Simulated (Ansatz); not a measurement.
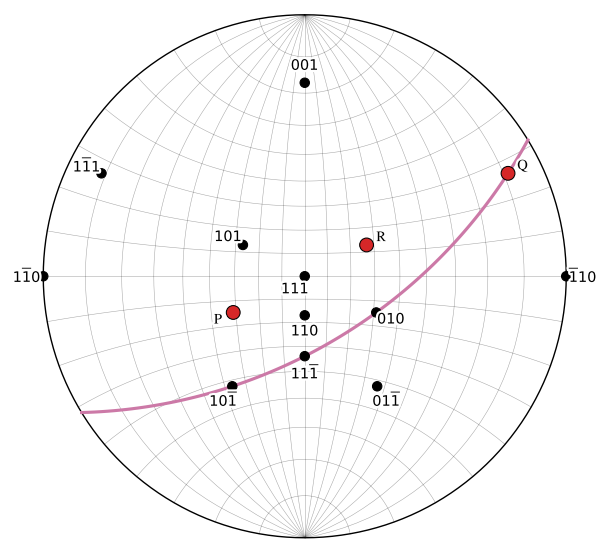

For Sr, a calculation's input that goes back to an entry of the Crystallography Open Database (an earlier step may have relaxed or displaced it): stereographic projection of plane normals (upper hemisphere) centred on (1 1 1). Symmetry computed with spglib at a tolerance of 0.002 Å; standard conventional cell.

a = 4.310 Å, b = 4.310 Å, c = 7.050 Å, α = 90.00°, β = 90.00°, γ = 120.00°.

Index the poles marked P, Q, R.

P is (1 0 0), in four indices (1 0 −1 0), 34.1° from the centre; Q is (−1 1 1), in four indices (−1 1 0 1), 82.1° from the centre; R is (0 1 1), in four indices (0 1 −1 1), 29.7° from the centre.

Which zone does the coloured great circle trace?

The zone [1 0 1]: its poles satisfy h + l = 0.

What is the angle between the normals of (1 1 0) and (0 0 1), and what are their d_hkl = 1/|g|?

90.0°; d = 2.155 Å and 7.050 Å.
